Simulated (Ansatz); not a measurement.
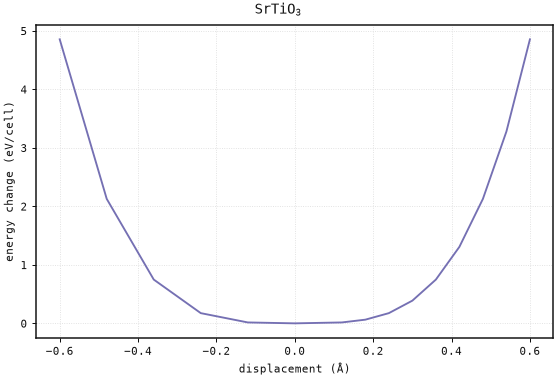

The plot gives the computed energy change against displacement for SrTiO₃, space group Pm-3m (No. 221).

Structure:
```
CELL_PARAMETERS angstrom
3.93640 0.00000 0.00000
0.00000 3.93640 0.00000
0.00000 0.00000 3.93640
ATOMIC_POSITIONS crystal
Sr 0.00000 0.00000 0.00000
Ti 0.50000 0.50000 0.50000
O 0.00000 0.50000 0.50000
O 0.50000 0.00000 0.50000
O 0.50000 0.50000 0.00000
```

Method: one atom of a crystal moved along a line, all else fixed, by plane-wave density functional theory with PAW datasets, free energies less that of the undisturbed cell, pressure positive in compression; scalar-relativistic (Ansatz 0.2.0). Level: PBE, no spin polarisation.

wave cutoff 420 eV; k mesh 8×8×8; occupations Gaussian; smearing width 0.05 eV; k shift (0, 0, 0) (mesh steps); start relaxed; moved atom 2; direction (1, 0, 0) (Cartesian unit vector).

The points at displacement −0.48, −0.24, 0.12, 0.36 and 0.6 follow from computed ones by symmetry.

From this curve and the settings, what does the calculation give for the force along the direction (sum over moved atoms), pressure and gap on the k mesh at the same points?

The force along the direction (sum over moved atoms) falls from 30.4 eV/Å at displacement −0.60 Å to −30.4 eV/Å at 0.60 Å, and changes sign near 0.00 Å. The pressure goes from 34.5 GPa at displacement −0.60 Å to 34.5 GPa at 0.60 Å, not monotonically, with a low of 0.0 GPa at 0.00 Å. The gap on the k mesh stays open and runs from 1.868 eV at displacement −0.60 Å to 1.868 eV at 0.60 Å, with its largest value, 1.936 eV, at 0.42 Å, with its least value, 1.842 eV, at 0.00 Å.

| displacement (Å) | force along the direction (sum over moved atoms) (eV/Å) | pressure (GPa) | gap on the k mesh (eV) |
| --- | --- | --- | --- |
| −0.60 | 30.4 | 34.5 | 1.868 |
| −0.48 | 16.2 | 19.7 | 1.930 |
| −0.36 | 7.5 | 9.9 | 1.932 |
| −0.24 | 2.6 | 3.9 | 1.902 |
| −0.12 | 0.4 | 0.9 | 1.863 |
| 0.00 | 0.0 | 0.0 | 1.842 |
| 0.12 | −0.4 | 0.9 | 1.863 |
| 0.18 | −1.2 | 2.1 | 1.883 |
| 0.24 | −2.6 | 3.9 | 1.902 |
| 0.30 | −4.6 | 6.5 | 1.919 |
| 0.36 | −7.5 | 9.9 | 1.932 |
| 0.42 | −11.3 | 14.3 | 1.936 |
| 0.48 | −16.2 | 19.7 | 1.930 |
| 0.54 | −22.4 | 26.4 | 1.910 |
| 0.60 | −30.4 | 34.5 | 1.868 |

Limits of the calculation: atoms far too close at some points of the scan.
